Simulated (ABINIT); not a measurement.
# Dielectric calculation of WS₂ (part 1 of 3)

WS₂ (P-6m2, 3 atoms in the cell), computed with Kohn-Sham DFT of a periodic cell, LDA, PseudoDojo NC SR LDA v0.4.1 standard, no spin polarisation (ABINIT 10.8.3).

The structure derives from a Materials Project entry.

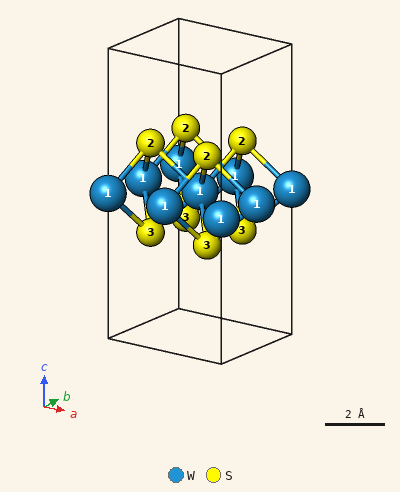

Fig. 1: The input geometry (ball-and-stick view of the 2 × 2 repeat of the cell, with the vacuum cut short, seen slightly off an axis; atoms are numbered from 1 in the order of the input). An atom can appear more than once, as a periodic image. Near neighbours in the periodic cell (some may lie outside the picture): W has 6 S at 2.41 Å; S has 3 W at 2.41 Å.

Input:
```
# Datasets
ndtset 3

# Pseudopotentials
pp_dirpath "./"
pseudos "W.upf, S.upf"

# Structure
acell 3*1.0
rprim
     6.0159740246     0.0000000000     0.0000000000
    -3.0079870123     5.2099863337     0.0000000000
     0.0000000000     0.0000000000    32.0319498662
ntypat 2
znucl 74 16
natom 3
typat 1 2 2
xred
            0.0            0.0            0.0
            1/3            2/3   0.0920005100
            1/3            2/3   0.9079994900

# Plane-wave basis
ecut 30.0

# k points
ngkpt 8 8 2
nshiftk 1
shiftk 0.0 0.0 0.5

# Exchange and correlation
ixc 7

# Bands and occupations
nband 13
occopt 1

# SCF cycle
nstep 80
diemac 6.0

# Output
prteig 0
prtebands 0
prtwf 0
prtden 0
prtpot 0

# Dataset 1: ground state
kptopt1 1
tolvrs1 1.0e-15
prtwf1 1

# Dataset 2: derivatives of the wave functions by k
iscf2 -3
rfelfd2 2
rfdir2 1 1 1
getwfk2 1
kptopt2 2
nqpt2 1
qpt2 0.0 0.0 0.0
tolwfr2 1.0e-18
prtwf2 1

# Dataset 3: response at q = 0 to electric field
rfelfd3 3
rfdir3 1 1 1
getwfk3 1
getddk3 2
kptopt3 2
nqpt3 1
qpt3 0.0 0.0 0.0
tolvrs3 1.0e-10
```

File mrgddb.in:
```
merged_DDB
WS2
2
runo_DS1_DDB
runo_DS3_DDB
```

File anaddb.abi:
```
ddb_filepath "merged_DDB"
output_file "anaddb.abo"
outdata_prefix "ana"
asr 1
chneut 1
dipdip 1
dieflag 2
enunit 0
```

Run on 4 threads of Arm Neoverse V2, 24 GiB of memory available, shared host.

Run as:
```bash
mpirun --bind-to none -np 4 abinit run.abi > log 2>&1
mrgddb < mrgddb.in > mrgddb.log 2>&1
anaddb anaddb.abi > anaddb.log 2>&1
```

Log:
```
.Version 10.8.3 of ABINIT
 DATASET    1 : space group P-6 m 2 (#187); Bravais hP (primitive hexag.)
================================================================================
 Values of the parameters that define the memory need for DATASET  1.
     intxc =       0    ionmov =       0      iscf =       7    lmnmax =       8
     lnmax =       8     mgfft =     160  mpssoang =       4    mqgrid =    7898
     natom =       3  nloc_mem =       1    nspden =       1   nspinor =       1
    nsppol =       1      nsym =      12    n1xccc =    2501    ntypat =       2
    occopt =       1   xclevel =       1
       mpw =        7915          nfft =      144000          nkpt =          10
================================================================================
================================================================================

 DATASET    2 : space group P-6 m 2 (#187); Bravais hP (primitive hexag.)
================================================================================
 Values of the parameters that define the memory need for DATASET  2 (RF).
     intxc =       0      iscf =      -3    lmnmax =       8     lnmax =       8
     mgfft =     160  mpssoang =       4    mqgrid =    7898     natom =       3
  nloc_mem =       1    nspden =       1   nspinor =       1    nsppol =       1
      nsym =      12    n1xccc =    2501    ntypat =       2    occopt =       1
   xclevel =       1
      nfft =      144000          nkpt =          64
================================================================================
================================================================================

 DATASET    3 : space group P-6 m 2 (#187); Bravais hP (primitive hexag.)
================================================================================
 Values of the parameters that define the memory need for DATASET  3 (RF).
     intxc =       0      iscf =       7    lmnmax =       8     lnmax =       8
     mgfft =     160  mpssoang =       4    mqgrid =    7898     natom =       3
  nloc_mem =       1    nspden =       1   nspinor =       1    nsppol =       1
      nsym =      12    n1xccc =    2501    ntypat =       2    occopt =       1
   xclevel =       1
      nfft =      144000          nkpt =          64
================================================================================
================================================================================

--------------------------------------------------------------------------------
------------- Echo of variables that govern the present computation ------------
--------------------------------------------------------------------------------
 -outvars: echo values of preprocessed input variables --------
            acell      1.0000000000E+00  1.0000000000E+00  1.0000000000E+00 Bohr
              amu      1.83850000E+02  3.20660000E+01
           diemac      6.00000000E+00
             ecut      3.00000000E+01 Hartree
           getddk1          0
           getddk2          0
           getddk3          2
           getwfk1          0
           getwfk2          1
           getwfk3          1
             iscf1          7
             iscf2         -3
             iscf3          7
              ixc           7
           jdtset        1    2    3
                       outvar_i_n : Printing only first  50 k-points.
           kptopt1          1
           kptopt2          2
           kptopt3          2
         kptrlatt        8    0    0      0    8    0      0    0    2
          kptrlen      4.81277922E+01
            natom           3
            nband1         13
            nband2         13
            nband3         13
           ndtset           3
            ngfft          30      30     160
             nkpt1         10
             nkpt2         64
             nkpt3         64
             nqpt1          0
             nqpt2          1
             nqpt3          1
            nstep          80
             nsym          12
           ntypat           2
        optdriver1          0
        optdriver2          1
        optdriver3          1
           prtden           0
        prtebands           0
           prteig           0
            prtwf1          1
            prtwf2          1
            prtwf3          0
           rfelfd1          0
           rfelfd2          2
           rfelfd3          3
            rprim      6.0159740246E+00  0.0000000000E+00  0.0000000000E+00
                      -3.0079870123E+00  5.2099863337E+00  0.0000000000E+00
                       0.0000000000E+00  0.0000000000E+00  3.2031949866E+01
           shiftk      0.00000000E+00  0.00000000E+00  5.00000000E-01
          spgroup         187
           tolvrs1     1.00000000E-15
           tolvrs2     0.00000000E+00
           tolvrs3     1.00000000E-10
           tolwfr1     0.00000000E+00
           tolwfr2     1.00000000E-18
           tolwfr3     0.00000000E+00
            typat      1  2  2
                       outvars : Printing only first  50 k-points.
           xangst      0.0000000000E+00  0.0000000000E+00  0.0000000000E+00
                       2.7448169801E-16  1.8380040234E+00  1.5594618096E+00
                       2.7448169801E-16  1.8380040234E+00  1.5391116069E+01
            xcart      0.0000000000E+00  0.0000000000E+00  0.0000000000E+00
                       5.1869523582E-16  3.4733242225E+00  2.9469557240E+00
                       5.1869523582E-16  3.4733242225E+00  2.9084994142E+01
             xred      0.0000000000E+00  0.0000000000E+00  0.0000000000E+00
                       3.3333333333E-01  6.6666666667E-01  9.2000510000E-02
                       3.3333333333E-01  6.6666666667E-01  9.0799949000E-01
            znucl       74.00000   16.00000

================================================================================

 chkinp: Checking input parameters for consistency, jdtset=   1.

 chkinp: Checking input parameters for consistency, jdtset=   2.

 chkinp: Checking input parameters for consistency, jdtset=   3.

================================================================================
== DATASET  1 ==================================================================

--- !DatasetInfo
iteration_state: {dtset: 1, }
dimensions: {natom: 3, nkpt: 10, mband: 13, nsppol: 1, nspinor: 1, nspden: 1, mpw: 7915, }
cutoff_energies: {ecut:  30.0, pawecutdg:  -1.0, }
electrons: {nelect:   2.60000000E+01, charge:   0.00000000E+00, occopt:   1.00000000E+00, tsmear:   1.00000000E-02, }
meta: {optdriver: 0, ionmov: 0, optcell: 0, iscf: 7, paral_kgb: 0, }
...

 Exchange-correlation functional for the present dataset will be:
  LDA: Perdew-Wang 92 LSD fit to Ceperley-Alder data - ixc=7
  J.P.Perdew and Y.Wang, PRB 45, 13244 (1992)

 Real(R)+Recip(G) space primitive vectors, cartesian coordinates (Bohr,Bohr^-1):
 R(1)=  6.0159740  0.0000000  0.0000000  G(1)=  0.1662241  0.0959695  0.0000000
 R(2)= -3.0079870  5.2099863  0.0000000  G(2)=  0.0000000  0.1919391  0.0000000
 R(3)=  0.0000000  0.0000000 32.0319499  G(3)=  0.0000000  0.0000000  0.0312188
 Unit cell volume ucvol=  1.0039820E+03 bohr^3
 Angles (23,13,12)=  9.00000000E+01  9.00000000E+01  1.20000000E+02 degrees

 getcut: wavevector=  0.0000  0.0000  0.0000  ngfft=  30  30 160
         ecut(hartree)=     30.000   => boxcut(ratio)=   2.02400

--- Pseudopotential description ------------------------------------------------
- pspini: atom type   1  psp file is ./W.upf
  74.00000  14.00000  180309                  znucl, zion, pspdat
12 -1012 3 -1 1380                            pspcod,pspxc,lmax,lloc,mmax
     nproj     2     2     2     2

- pspini: atom type   2  psp file is ./S.upf
  16.00000   6.00000  180309                  znucl, zion, pspdat
12 -1012 2 -1 1132                            pspcod,pspxc,lmax,lloc,mmax
     nproj     2     2     2     0

   7.42794390E+02                                ecore*ucvol(ha*bohr**3)
--------------------------------------------------------------------------------

================================================================================

--- !BeginCycle
iteration_state: {dtset: 1, }
solver: {iscf: 7, nstep: 80, nline: 4, wfoptalg: 0, }
tolerances: {tolvrs: 1.00E-15, }
...

     iter   Etot(hartree)      deltaE(h)  residm     vres2
 ETOT  1  -97.885600818437    -9.789E+01 5.526E-02 5.857E+02
 ETOT  2  -97.468236655266     4.174E-01 8.301E-03 9.648E+03
 ETOT  3  -98.090114204572    -6.219E-01 2.046E-03 8.433E+02
 ETOT  4  -98.133625048335    -4.351E-02 3.394E-04 1.344E+02
 ETOT  5  -98.137662721371    -4.038E-03 4.046E-05 2.210E+00
 ETOT  6  -98.137433590498     2.291E-04 6.627E-06 1.419E+01
 ETOT  7  -98.137758827901    -3.252E-04 3.657E-06 1.802E-01
 ETOT  8  -98.137755576689     3.251E-06 2.386E-07 2.273E-01
 ETOT  9  -98.137765557018    -9.980E-06 8.058E-08 1.099E-02
 ETOT 10  -98.137765487224     6.979E-08 2.982E-09 4.822E-03
 ETOT 11  -98.137765621410    -1.342E-07 8.918E-10 1.438E-04
 ETOT 12  -98.137765622781    -1.371E-09 1.340E-10 1.791E-05
 ETOT 13  -98.137765623406    -6.248E-10 2.933E-11 3.128E-07
 ETOT 14  -98.137765623452    -4.640E-11 5.022E-12 1.223E-08
 ETOT 15  -98.137765623440     1.212E-11 1.420E-12 4.634E-09
 ETOT 16  -98.137765623432     7.589E-12 1.920E-13 7.436E-10
 ETOT 17  -98.137765623461    -2.849E-11 5.514E-14 4.733E-11
 ETOT 18  -98.137765623467    -5.997E-12 6.950E-15 1.877E-11
 ETOT 19  -98.137765623456     1.047E-11 2.160E-15 7.032E-13
 ETOT 20  -98.137765623452     4.960E-12 2.603E-16 3.488E-13
 ETOT 21  -98.137765623459    -7.915E-12 8.748E-17 2.036E-14
 ETOT 22  -98.137765623455     4.732E-12 9.798E-18 7.832E-15
 ETOT 23  -98.137765623423     3.148E-11 3.448E-18 1.709E-15
 ETOT 24  -98.137765623448    -2.476E-11 3.587E-19 9.266E-17

 At SCF step   24       vres2   =  9.27E-17 < tolvrs=  1.00E-15 =>converged.

 Cartesian components of stress tensor (hartree/bohr^3)
  sigma(1 1)=  8.77222510E-05  sigma(3 2)=  0.00000000E+00
  sigma(2 2)=  8.77222511E-05  sigma(3 1)=  0.00000000E+00
  sigma(3 3)=  5.11314074E-05  sigma(2 1)=  0.00000000E+00

--- !ResultsGS
iteration_state: {dtset: 1, }
comment   : Summary of ground state results
lattice_vectors:
- [  6.0159740,   0.0000000,   0.0000000, ]
- [ -3.0079870,   5.2099863,   0.0000000, ]
- [  0.0000000,   0.0000000,  32.0319499, ]
lattice_lengths: [   6.01597,    6.01597,   32.03195, ]
lattice_angles: [ 90.000,  90.000, 120.000, ] # degrees, (23, 13, 12)
lattice_volume:   1.0039820E+03
convergence: {deltae: -2.476E-11, res2:  9.266E-17, residm:  3.587E-19, diffor: null, }
etotal    :  -9.81377656E+01
entropy   :   0.00000000E+00
fermie    :  -2.74451444E-02
cartesian_stress_tensor: # hartree/bohr^3
- [  8.77222510E-05,   0.00000000E+00,   0.00000000E+00, ]
- [  0.00000000E+00,   8.77222511E-05,   0.00000000E+00, ]
- [  0.00000000E+00,   0.00000000E+00,   5.11314074E-05, ]
pressure_GPa:  -2.2220E+00
xred      :
- [  0.0000E+00,   0.0000E+00,   0.0000E+00,  W]
- [  3.3333E-01,   6.6667E-01,   9.2001E-02,  S]
- [  3.3333E-01,   6.6667E-01,   9.0800E-01,  S]
cartesian_forces: # hartree/bohr
- [  9.54842854E-28,   5.51278779E-28,  -0.00000000E+00, ]
- [ -4.77421427E-28,  -2.75639390E-28,  -8.38398243E-03, ]
- [ -4.77421427E-28,  -2.75639390E-28,   8.38398243E-03, ]
force_length_stats: {min:   1.10255756E-27, max:   8.38398243E-03, mean:   5.58932162E-03, }
...

 Integrated electronic density in atomic spheres:
 ------------------------------------------------
 Atom  Sphere_radius  Integrated_density
    1        2.00000         10.13865750
    2        2.00000          3.95831165
    3        2.00000          3.95831165
================================================================================

 ----iterations are completed or convergence reached----
```
